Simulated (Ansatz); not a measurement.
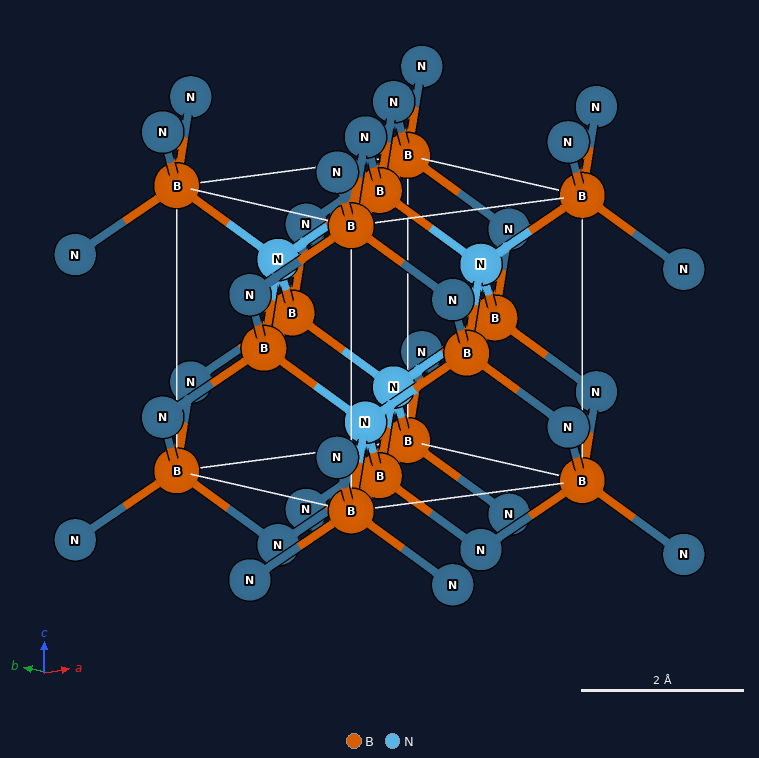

The structure as given in the input (ball-and-stick view of the cell 4 times as large as that of the calculation, set on its symmetry axes, seen at an oblique angle; neighbours outside the cell are drawn fainter). Near neighbours in the crystal (not all of them lie inside the picture): B has 4 N at 1.55 Å; N has 4 B at 1.55 Å.

Geometry relaxation, with input and output: BN

BN (F-43m, 2 atoms in the cell), computed with DFT LDA, scalar-relativistic, plane waves, PAW, no spin polarisation (Ansatz 0.2.0).

The structure derives from a Materials Project entry. It belongs to a series of runs on one base structure; here: cell and atoms relaxed tightly for response.

### What the program printed
```
Engine: ansatz 0.2.0, x86_64-unknown-linux-gnu
Pseudopotentials: kind: paw
Pseudopotential: B, paw, valence charge 3, recommended cutoff 420 eV (normal), B.paw.azcp
Pseudopotential: N, paw, valence charge 5, recommended cutoff 420 eV (normal), N.paw.azcp
Functional definition: SPW92
  exchange = slater_x
  correlation = pw_c
Crystal: 2 atoms, lattice volume = 11.476 Å³
Basis set: ecut = 420 eV, 229 PW (Γ)
Bands: 8, of which v1, the nominal top of the filled ones, is band 4 counted from 1 (3 counted from 0)
Symmetry: 24 space group operations
Space group: F-43m (ITA 216), of the structure as read, at distance tolerance 2.3e-5 Å
k-points: 72 of 1728 (time reversal used)
Non-local potential: B, projectors of the file, l = 0: 2, l = 1: 2, l = 2: 1
Non-local potential: N, projectors of the file, l = 0: 2, l = 1: 2, l = 2: 1
PAW form: soft (Blöchl's): semilocal exchange-correlation on the pseudo side does not see the compensation charge
PAW frozen core: B, regenerated for the run's functional, and the local potential with it (the file was generated under x = pbe(κ = 0.804, μ = 0.2195149727645171), c = pbe(β = 0.06672455060314922))
PAW frozen core: N, regenerated for the run's functional, and the local potential with it (the file was generated under x = pbe(κ = 0.804, μ = 0.2195149727645171), c = pbe(β = 0.06672455060314922))
PAW one-centre angular grid: B, 110 points (default); XC on 64 Gauss nodes
PAW one-centre angular grid: N, 110 points (default); XC on 64 Gauss nodes
Initial density: superposition of atomic densities (neutral atoms: chi_scale 0, normalization atom), corrected by the library's trained network
Initial wavefunctions: pseudopotential atomic-orbital guess
Functional: x = slater, c = lda
SCF iter   1: F=—  HF=-526.470276 eV  |F-HF|=—  |Δ(HF+E_count)|=         —  Δρ=7.92e-3  dr2=5.28e-3  ethr=1.77e-3  ⟨swp⟩=3.8  Hψ=3289  notcnv=0  defer=110
preconditioner: auto → none  [insulator: Δε(μ)=4.330 eV  Ē_g=20.229 eV  n_scr=0 (ndim 8)  ℏωp=31.0 eV  f_vac=0.000  ε∞_Penn≈3.3]
SCF iter   2: F=—  HF=-526.468770 eV  |F-HF|=—  |Δ(HF+E_count)|=   1.51e-3  Δρ=3.29e-3  dr2=4.54e-4  ethr=6.60e-5  ⟨swp⟩=2.2  Hψ=1335  notcnv=0  defer=135
SCF iter   3: F=—  HF=-526.468629 eV  |F-HF|=—  |Δ(HF+E_count)|=   1.41e-4  Δρ=1.39e-3  dr2=7.18e-5  ethr=5.67e-6  ⟨swp⟩=2.9  Hψ=982  notcnv=0  defer=135
SCF iter   4: F=—  HF=-526.468609 eV  |F-HF|=—  |Δ(HF+E_count)|=   2.05e-5  Δρ=2.93e-4  dr2=3.10e-6  ethr=8.98e-7  ⟨swp⟩=1.0  Hψ=576  notcnv=0
iter 5 did not close the SCF: its close was put off for the readings that it lacked (scf_convergence_deferred on its scf_iter line)
SCF iter   5: F=-526.468608 eV  HF=-526.468608 eV  |F-HF|=7.37e-9  |Δ(HF+E_count)|=   8.14e-7  Δρ=2.69e-5  dr2=3.00e-8  ethr=3.88e-8  ⟨swp⟩=1.1  Hψ=610  notcnv=0  defer=2
SCF iter   6: F=-526.468608 eV  HF=-526.468608 eV  |F-HF|=3.98e-12  |Δ(HF+E_count)|=   3.72e-9  Δρ=1.61e-6  dr2=6.75e-11  ethr=3.75e-10  ⟨swp⟩=7.1  Hψ=3810  notcnv=0
SCF 1 converged in 6 iterations: F = -526.468608 eV  dr2 = 6.75e-11
  greatest PAW one-centre occupation: 0.782 electrons in one spin orbital (limit 2), on the N atom at site 1 (counted from 0), in its partial waves of l = 0
relax step   1: F+E_penalty+E_count = -526.46860774 eV  Δ(F+E_penalty+E_count) = +0.000e0 eV  max|allowed force component| = 4.025e-16 eV/Å  Δτ_max = 0.0000 Å  P = -0.009 GPa  Ω = 11.476 Å³  (6 SCF iters, dr2 threshold 1.00e-7 eV, accepted)
Initial density: handed on by an earlier stage of this run
Initial wavefunctions: pseudopotential atomic-orbital guess (no wavefunctions were taken with the density)
iter 1 solved again at ethr=4.47e-9 eV; its pass at ethr=3.10e-3 eV (dr2=3.58e-7 eV) is discarded
SCF iter   1: F=—  HF=-526.468608 eV  |F-HF|=—  |Δ(HF+E_count)|=         —  Δρ=1.62e-6  dr2=6.69e-11  ethr=4.47e-9  ⟨swp⟩=3.0  Hψ=4938  notcnv=0  defer=115
preconditioner: auto → none  [insulator: Δε(μ)=4.392 eV  Ē_g=20.256 eV  n_scr=0 (ndim 8)  ℏωp=31.0 eV  f_vac=0.000  ε∞_Penn≈3.3]
SCF iter   2: F=—  HF=-526.468608 eV  |F-HF|=—  |Δ(HF+E_count)|=  3.30e-12  Δρ=7.66e-7  dr2=1.17e-11  ethr=8.37e-13 (applied; sched 1.00e-12)  ⟨swp⟩=2.1  Hψ=855  notcnv=0  defer=115
SCF iter   3: F=—  HF=-526.468608 eV  |F-HF|=—  |Δ(HF+E_count)|=  6.14e-12  Δρ=2.21e-7  dr2=3.32e-12  ethr=1.46e-13 (applied; sched 1.00e-12)  ⟨swp⟩=2.5  Hψ=874  notcnv=0  defer=115
SCF iter   4: F=-526.468608 eV  HF=-526.468608 eV  |F-HF|=0.00e0  |Δ(HF+E_count)|=  9.09e-13  Δρ=2.28e-8  dr2=3.51e-14  ethr=1.00e-12  ⟨swp⟩=5.6  Hψ=3170  notcnv=0
SCF 2 converged in 4 iterations: F = -526.468608 eV  dr2 = 3.51e-14
relax step   2: F+E_penalty+E_count = -526.46860774 eV  Δ(F+E_penalty+E_count) = -8.413e-12 eV  max|allowed force component| = 4.395e-16 eV/Å  Δτ_max = 0.0000 Å  P = -0.009 GPa  Ω = 11.476 Å³  stress off target by 8.84e-3 GPa  SCF on the basis re-selected at this cell (its energy is not comparable with the rows above)  (4 SCF iters)
```

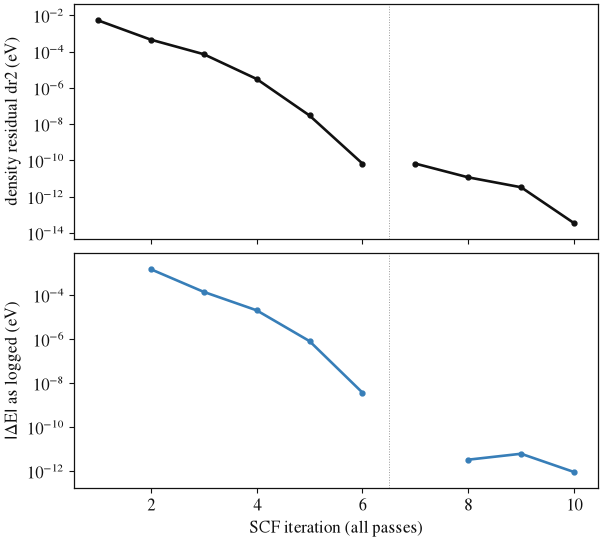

Convergence of the self-consistent field: density residual dr2 and size of the energy change against the SCF iteration. The dotted lines part the SCF passes of the relaxation: geometry steps, rejected trials and re-solves on a re-selected basis. The passes take 6 and 4 iterations.

```
basis re-selected at this cell: Δ(F+E_penalty+E_count) = -8.413e-12 eV, ΔP = +0.000 GPa vs the last step (what re-selecting the basis moved, of the pressure what is left beyond the Pulay correction that the steps carried, after the strain that the cell walked since its last selection, with what the two solves' SCF thresholds leave and, on support functions, any second-order correction that the steps lacked; it is no measure of the basis error at this ecutwfc). This SCF's stress stands 8.84e-3 GPa from its target on what of the cell is left free (relax.cell.stress_tol is 1.00e-2 GPa) and its largest allowed force component is 4.39e-16 eV/Å (relax.f_tol is 1.00e-3 eV/Å): within both
SCF converged after 4 iterations
Free energy (F): -526.468608 eV
Harris-Foulkes:  -526.468608 eV  (|F-HF|=0.00e0)
Internal energy: -526.468608 eV  (E = F + TS)
E sigma→0 (E₀):  -526.468608 eV
Fermi energy:    11.392860 eV
--- Per-component energies (eV) ---
  E_band       = 27.370050
  E_kinetic    = 186.871787
  E_local      = -173.756724  (includes V_loc(G=0)·N_el)
  E_nonlocal   = 58.775654
  E_hartree    = 47.868911
  E_xc         = -92.988223
  E_vxc        = -116.099660  (∫ρ·V_xc dr)
  E_paw        = -191.533051  (= ΣΔE_a)
  E_vpaw       = -24.158925  (= ΣTr[D̂ρ^β])
  E_aug_tail   = 0.000098  (compensation charges beyond the density's cutoff)
  E_ewald      = -361.832938
  E_core_change = 0.125878  (= ΣΔE_core)
  E_smearing   = -0.000000  (= −TS)
  E_closure    = 0.000000  (closes the sum)
  Σ components = -526.468608   (vs F -526.468608, Δ=0.00e0)
--- Forces (eV/Å), atoms counted from 1 ---
  atom   1  B     -0.00000000     0.00000000     0.00000000
  atom   2  N      0.00000000     0.00000000     0.00000000
  max |Σ_I F_I| component: 7.49e-16 eV/Å
--- Stress (GPa, compression-positive) ---
       -0.008845       0.000000       0.000000
       -0.000000      -0.008845       0.000000
       -0.000000       0.000000      -0.008845
  P = ⅓ Tr σ = -0.0088 GPa (-0.088 kbar)
--- Band table (eV; the first three rows and the last of 72) ---
  k-point 0: bands = ["-9.0137", "11.3929", "11.3929", "11.3929", "20.2226", "20.2226", "20.2226", "22.2690"]
  k-point 1: bands = ["-8.8401", "10.4690", "11.2029", "11.2029", "20.4874", "20.5049", "20.5049", "22.7861"]
  k-point 2: bands = ["-8.3251", "8.3380", "10.7474", "10.7474", "20.9145", "21.1580", "21.1580", "24.0154"]
  k-point 71: bands = ["-2.8231", "3.7613", "4.1477", "4.6263", "20.9567", "24.9551", "25.8241", "26.4989"]
--- Relaxed structure (1 steps of the walk, 1 accepted, 1 SCFs on fresh bases) ---
  F+E_penalty+E_count = -526.46860774 eV   max|allowed force component| = 4.395e-16 eV/Å   (the final SCF, on the basis selected at the relaxed cell)
  cell:  # Å, volume = 11.4760 Å³
    - [0.0, 1.7902744218, 1.7902744218]
    - [1.7902744218, 0.0, 1.7902744218]
    - [1.7902744218, 1.7902744218, 0.0]
  atoms:
    - { symbol: B, position: [0.0, 0.0, 0.0] }
    - { symbol: N, position: [0.7500000000000001, 0.7500000000000001, 0.7500000000000001] }
```

### Trajectory as extended XYZ (Å, eV, eV/Å), 2 frames, from step=1 to step=2
```
2
Lattice="0.0000 1.7903 1.7903 1.7903 0.0000 1.7903 1.7903 1.7903 0.0000" Properties=species:S:1:pos:R:3:forces:R:3 step=1 energy=-526.46861 pressure_GPa=-0.01
B     0.0000    0.0000    0.0000    0.0000   0.0000   0.0000
N     2.6854    2.6854    2.6854    0.0000   0.0000   0.0000
2
Lattice="0.0000 1.7903 1.7903 1.7903 0.0000 1.7903 1.7903 1.7903 0.0000" Properties=species:S:1:pos:R:3:forces:R:3 step=2 energy=-526.46861 pressure_GPa=-0.01
B     0.0000    0.0000    0.0000    0.0000   0.0000   0.0000
N     2.6854    2.6854    2.6854    0.0000   0.0000   0.0000
```

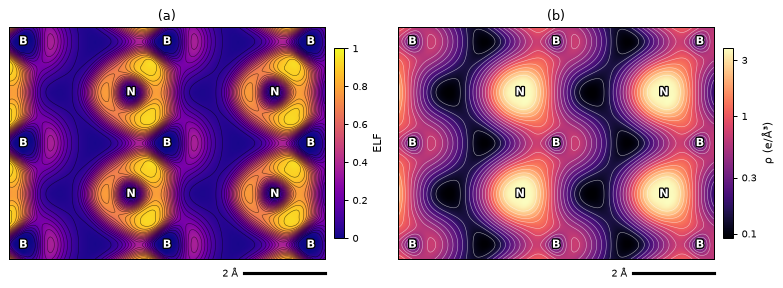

(a) electron localisation function; (b) valence charge density (pseudo) on the (110) plane of the conventional cell. Atoms in the plane: B and N. Away from the nuclei the density in this plane falls to 0.09 e/Å³ at its lowest. In a PAW calculation such maps are meaningful between the atoms, not at the nuclei.

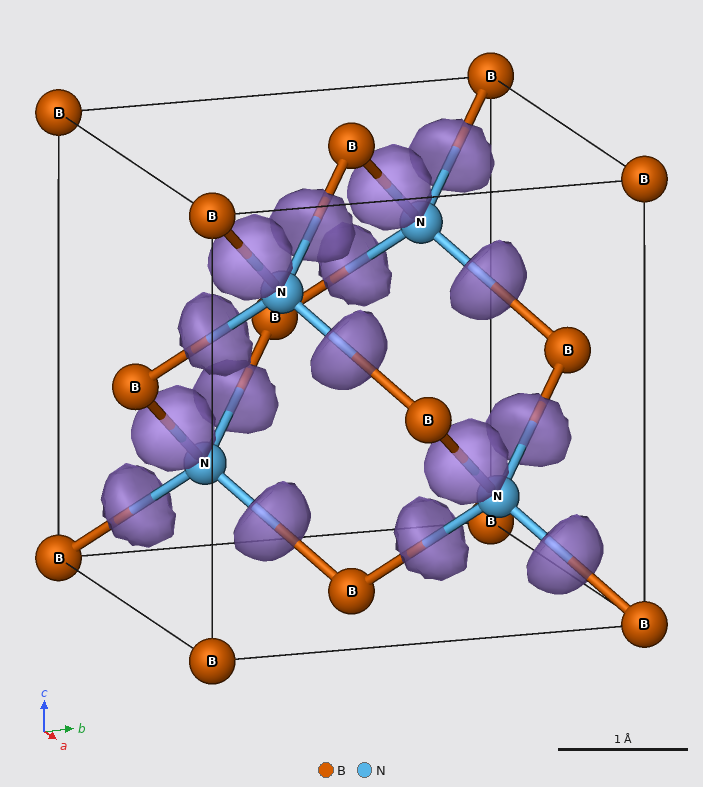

Isosurface of the ELF at 0.85 (purple), seen slightly off an axis. Only the valence region is drawn (cores and ρ < 0.01 e/Å³ removed). Sticks mark near contacts. The outline is the cell set on symmetry axes. The ELF exceeds this value in 16 regions between bonded B–N atoms (shared pairs), counted in one cell of 8 atoms. Profiles from the grid: B–N (1.55 Å): the ELF peaks at about 0.95 between the atoms, which marks a shared but strongly polarised pair.

This output came from the following input.

### The input
```yaml
crystal:
  lattice:
    - [0.0, 1.7902744218, 1.7902744218]
    - [1.7902744218, 0.0, 1.7902744218]
    - [1.7902744218, 1.7902744218, 0.0]
  atoms:
    - { symbol: B, position: [0.0, 0.0, 0.0] }
    - { symbol: "N", position: [0.75, 0.75, 0.75] }
basis:
  ecutwfc: 420
kpoints:
  mp_grid: { grid: [12, 12, 12] }
hamiltonian:
  xc: lda
scf:
  occupations: { method: fixed }
output:
  forces: true
  stress: true
  eigenvalues: true
  write_density: true
  write_potential: true
  elf: true
  volumetric_format: npy
relax:
  adjacent_minimum: "off"
  f_tol: 0.001
  max_steps: 60
  cell: { stress_tol: 0.01 }
```

Command:
```bash
ansatz run input.yaml --threads 1 --pin off --max-ram 3072MiB --backend cpu --events-out ev --progress --plain --runs-dir out
```

### Summary

```csv
quantity,value
outcome,converged
space group (tolerance 0.01 Å),F-43m (216)
electrons treated,8
free energy,−526.4686 eV
Fermi energy,11.393 eV
gap on the k-point mesh,4.39 eV
pressure,−0.01 GPa
final volume,11.48 Å³
largest force (length of the vector) at the end,under 0.001 eV/Å
final cell,"a = 2.532 Å, b = 2.532 Å, c = 2.532 Å, α = 60.00°, β = 60.00°, γ = 60.00°"
hardware,"1 thread of AMD EPYC 7571, 64 GiB of memory available, shared host"
wall time,4.8 s
peak memory,0.32 GiB
```
